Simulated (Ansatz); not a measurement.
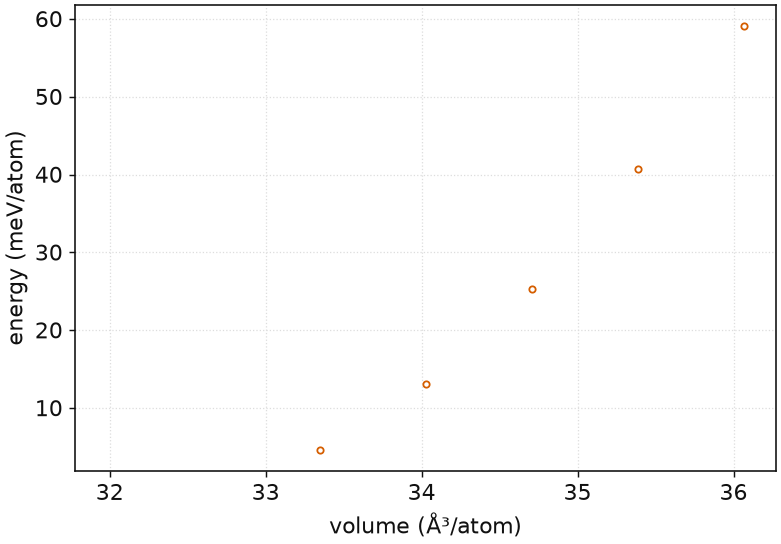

The figure shows the energy against volume for Bi, space group C2/m (No. 12).

Cell as given: a = 4.689 Å, b = 4.689 Å, c = 3.359 Å, α = 106.21°, β = 106.21°, γ = 83.84°; 2 atoms.

How it was computed, with Ansatz 0.2.0: all-electron LAPW DFT, no spin polarisation; energies at scaled volumes of the given cell, shape and fractions fixed, counted from the fit's minimum, third-order Birch-Murnaghan fit. Level: PBEsol.

| setting | value |
| --- | --- |
| k mesh | 6×6×9 |
| occupations | Fermi–Dirac |
| smearing width | 0.05 eV |
| potentials | all electron LAPW, scalar relativistic |
| program settings | basis error eV/atom 0.001 |

The points at volume 31.98 Å³/atom and 32.66 Å³/atom are left out of the plot. What values does the calculation give there?

```
volume (Å³/atom)  energy (meV/atom)
           31.98               0.89
           32.66               0.40
```

Keep in mind: spin-orbit coupling left out, heavy elements; shape and atomic fractions are frozen while scaling, which makes layered, chain and framework solids too stiff.
